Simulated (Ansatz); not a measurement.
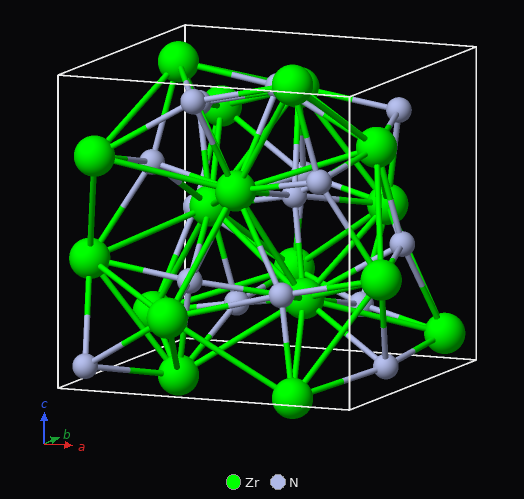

This ball-and-stick model is shown slightly off an axis. The conventional unit cell is drawn as a box.

Zr$_{3}$N$_{4}$, space group I-43d (No. 220), a = 6.776 Å, b = 6.776 Å, c = 6.776 Å, α = 90.00°, β = 90.00°, γ = 90.00°. The model was built from a structure listed in the Materials Project. Earlier steps of the study, as a rule a relaxation of our own, may have changed the cell and positions, so they can lie some per cent off the listed ones. It was run through Ansatz as a DFT input.

This one geometry was computed with Ansatz (DFT, plane waves, PAW) at five levels of theory: HSE06, PBE0, PBE, r2SCAN and PBE with spin-orbit coupling. It was relaxed beforehand with r2SCAN.

Which level gives the highest pressure at this volume, and what does that say about its equilibrium volume?

Answer. Highest: PBE (2.1 GPa) and PBE with spin-orbit coupling (2.0 GPa), which points to the largest equilibrium volume. Lowest, with the smallest volume: HSE06 (-4.0 GPa) and PBE0 (-3.8 GPa). Levels within 0.5 GPa of each other can't be told apart.

How does the band gap change with the level of theory?

Answer. PBE with spin-orbit coupling: a gap of 0.65 eV, direct; PBE: a gap of 0.68 eV, direct; r2SCAN: a gap of 1.01 eV, direct; HSE06: a gap of 1.56 eV, direct; PBE0: a gap of 2.26 eV, direct.

Collect the results in a table.

Answer.
| level | cutoff (eV) | k-mesh of the run's cell | gap (eV) | pressure (GPa) |
| --- | --- | --- | --- | --- |
| HSE06 | 420 | 4×4×4 | 1.56 | -4.0 |
| PBE0 | 420 | 4×4×4 | 2.26 | -3.8 |
| PBE | 420 | 6×6×6 | 0.68 | 2.1 |
| r2SCAN | 500 | 6×6×6 | 1.01 | 0.0 |
| PBE with spin-orbit coupling | 420 | 6×6×6 | 0.65 | 2.0 |

Gaps are taken on the k-mesh or band path of each run.
